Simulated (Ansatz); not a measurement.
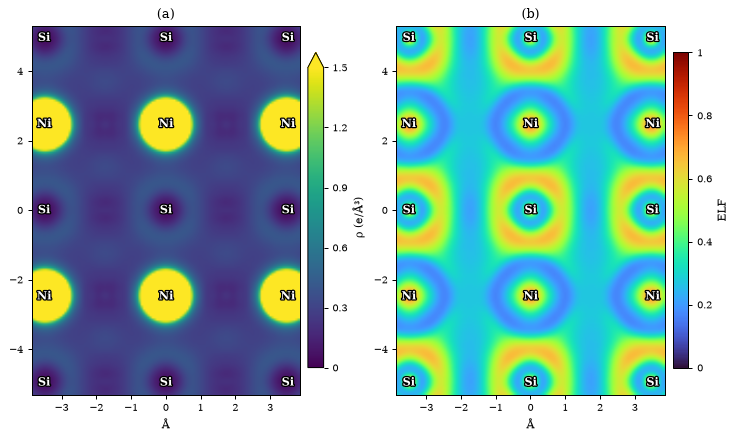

SiNi3. (a) valence charge density (pseudo); (b) ELF on the (101) plane of the conventional cell.

Space group Pm-3m; computed without spin polarisation.

Level of theory: Ansatz, DFT PBE, scalar-relativistic, plane waves, PAW.

What do the fields say about this system?

Answer. The section cuts through Si and Ni sites. Si–Ni (2.48 Å): ρ is about 0.36 e/Å³ halfway; the ELF peaks at about 0.65 in the valence shell of Si, 0.9 Å from its nucleus, and is about 0.40 at the midpoint. Between the atoms the lowest density in this plane is 0.18 e/Å³. The features right at Ni lie inside the PAW spheres, where the map follows smoothed inner orbitals and isn't to be read closely.

Does the calculation give a band gap?

Answer. It is gapless in this calculation (a metal or semimetal).
